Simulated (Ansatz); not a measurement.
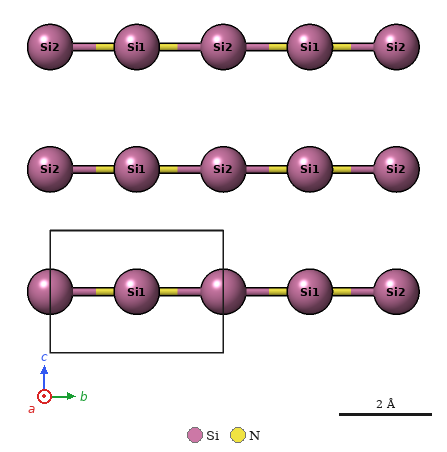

Starting structure of crystalline Si2N (a generated structure, set up in P4/mmm) (coarse preliminary run). Style: ball-and-stick. Shown: the cell of the calculation, repeated 1 × 2 × 3 with one cell outlined, along the a axis.

These are results of DFT PBE, scalar-relativistic, plane waves, PAW in Ansatz 0.2.0, not measurements.

Input
```yaml
crystal:
  lattice:
    - [3.7653138836, 0.0, 0.0]
    - [0.0, 3.7653138836, 0.0]
    - [0.0, 0.0, 2.6605983171]
  atoms:
    - { symbol: Si, position: [0.0, 0.5, 0.5] }
    - { symbol: Si, position: [0.5, 0.0, 0.5] }
    - { symbol: "N", position: [0.5, 0.5, 0.5] }
basis:
  ecutwfc: 420
kpoints:
  mp_grid: { grid: [4, 4, 6] }
hamiltonian:
  xc: pbe
scf:
  occupations: { method: gaussian, width: 0.1 }
  lower_state_search: "off"
output:
  forces: true
  stress: true
  eigenvalues: true
relax:
  adjacent_minimum: "off"
  f_tol: 0.04
  max_steps: 70
  cell: { stress_tol: 0.4 }
```

Run as
```bash
ansatz run input.yaml --threads 1 --pin off --max-ram 2048MiB --backend cpu --events-out ev --progress --plain --runs-dir out
```

Where does the relaxation end?

Answer. The atoms keep their places relative to the cell (all moves are under 0.005 Å). The volume changes by −0.9 %, with a = b 3.765 → 3.769 Å (+0.1 %), c 2.661 → 2.632 Å (−1.1 %). The space group stays P4/mmm (No. 123). The energy falls by 1.6 meV per atom in 2 accepted moves (3 points after the start). All forces vanish by symmetry, so only the cell relaxes. The pressure goes from −0.50 to 0.09 GPa. At 1 point the geometry stayed and the basis and grid were re-selected for the new cell (energy shift of 0.2 meV per atom at most each time).

Step by step:

| step | E − E(0), meV/atom | pressure, GPa | volume, Å³/atom | note |
| --- | --- | --- | --- | --- |
| 0 | 0.00 | -0.50 | 12.574 |  |
| 1 | -1.63 | 0.60 | 12.397 |  |
| 2 | -1.82 | 0.12 | 12.461 |  |
| 3 | -1.64 | 0.09 | 12.461 | same geometry, new basis |

Final geometry:

```
CELL_PARAMETERS angstrom
3.76875 0.00000 0.00000
0.00000 3.76875 0.00000
0.00000 0.00000 2.63201
ATOMIC_POSITIONS crystal
Si 0.00000 0.50000 0.50000
Si 0.50000 0.00000 0.50000
N 0.50000 0.50000 0.50000
```

The end point in the same view:

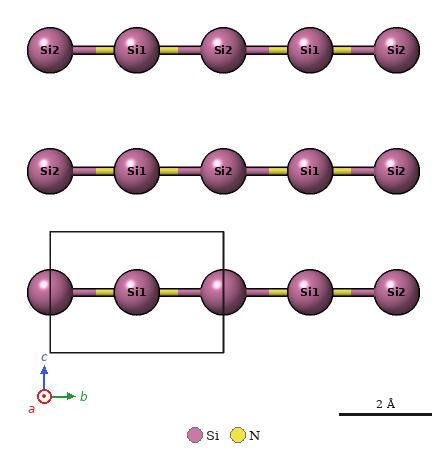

Limits of the set-up: the k-point mesh is coarse for a cell with partly filled bands.
